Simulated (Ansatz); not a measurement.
```cif
data_structure
_symmetry_space_group_name_H-M 'P 1'
_symmetry_Int_Tables_number 1
_cell_length_a 2.8229
_cell_length_b 2.8229
_cell_length_c 2.8229
_cell_angle_alpha 90.000
_cell_angle_beta 90.000
_cell_angle_gamma 90.000
_cell_volume 22.49
loop_
_atom_site_label
_atom_site_type_symbol
_atom_site_fract_x
_atom_site_fract_y
_atom_site_fract_z
_atom_site_occupancy
Al1 Al 0.50000 0.50000 0.50000 1
Co1 Co 0.00000 0.00000 0.00000 1
```

Space group Pm-3m; computed without spin polarisation.

The calculation used DFT PBEsol, scalar-relativistic, plane waves, PAW in Ansatz 0.2.0.

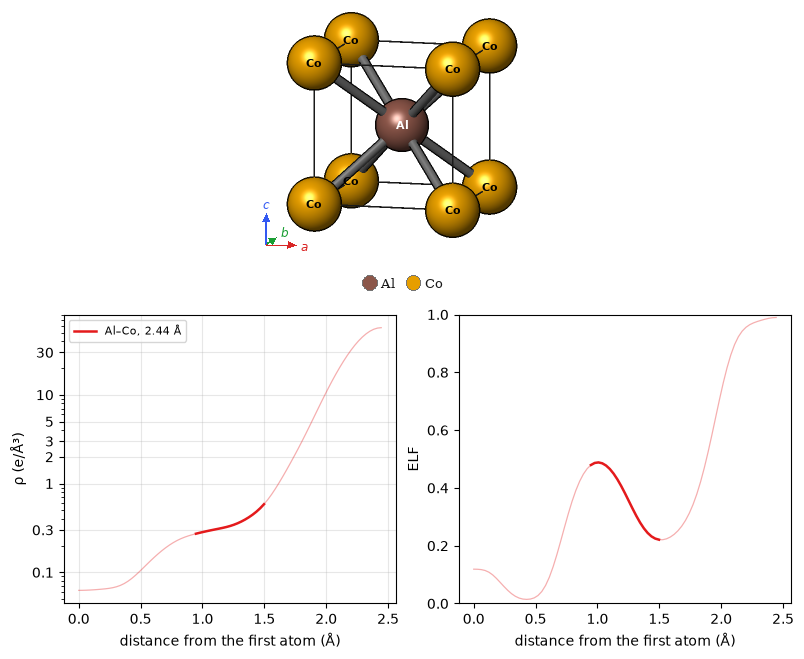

AlCo. Valence pseudo-density and ELF along straight lines between neighbouring atoms. Thin, pale parts lie inside the atomic spheres. The structure is drawn too.

Core electrons are frozen (PAW), and the valence fields are smoothed inside the atomic spheres.

What can be read from the curves?

Al–Co (2.44 Å): the density is about 0.33 e/Å³ at the midpoint; the ELF is about 0.40 at the midpoint.
